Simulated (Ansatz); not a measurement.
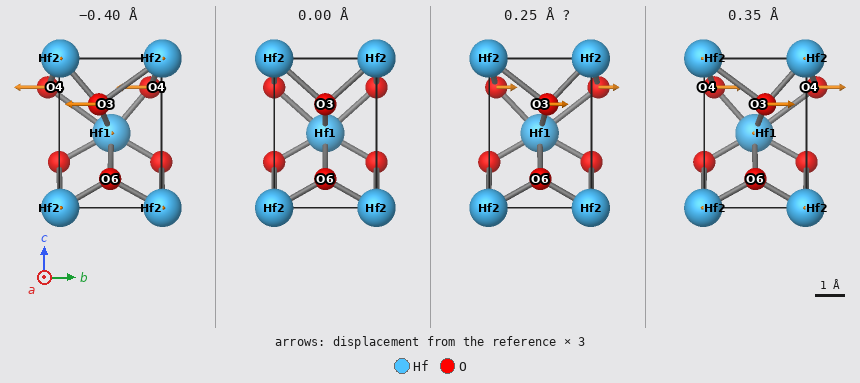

Solid HfO₂ (P4_2/nmc): a normal mode at the zone centre (one arbitrary combination within a set of 2 degenerate modes) is frozen in with the cell fixed, the amplitude being the largest displacement of an atom. The picture is a ball-and-stick view of the cell of the calculation, seen along the a axis. Orange arrows: displacements from the reference.

Method: Ansatz, DFT PBE, scalar-relativistic, plane waves, PAW. Settings: plane-wave cutoff 420 eV; k-point mesh 6 × 6 × 4; occupations gaussian; smearing width 0.05 eV; no spin polarisation. Energies (free energies at the smearing named) are counted from the relaxed crystal.

```
largest displacement (Å)  ΔE (meV/cell)
                   −0.40          108.9
                   −0.20            8.7
                    0.00            0.0
                    0.05            0.1
                    0.10            0.8
                    0.15            3.2
                    0.25              ?
                    0.30           38.2
                    0.35           67.1
```

### One row is withheld. What is its energy?

A straight line between the two neighbours gives 26.5 meV/cell. A cubic through the four nearest rows (0.10, 0.15, 0.30, 0.35) gives, with Lagrange weights, (−0.2000)(0.8) + (0.5000)(3.2) + (1.0000)(38.2) + (−0.3000)(67.1) = 19.5 meV/cell. The calculation gives 19.6 meV/cell, so the cubic is 0.1 meV/cell too low and the straight line 6.9 meV/cell too high, as the curve bends upwards here.

The whole profile:

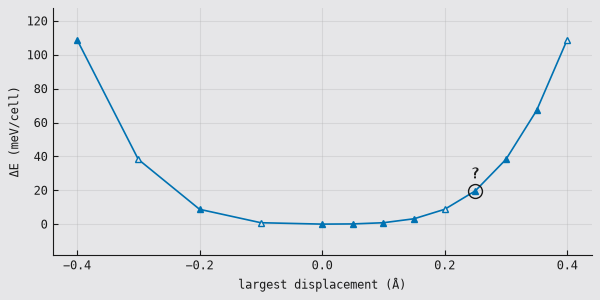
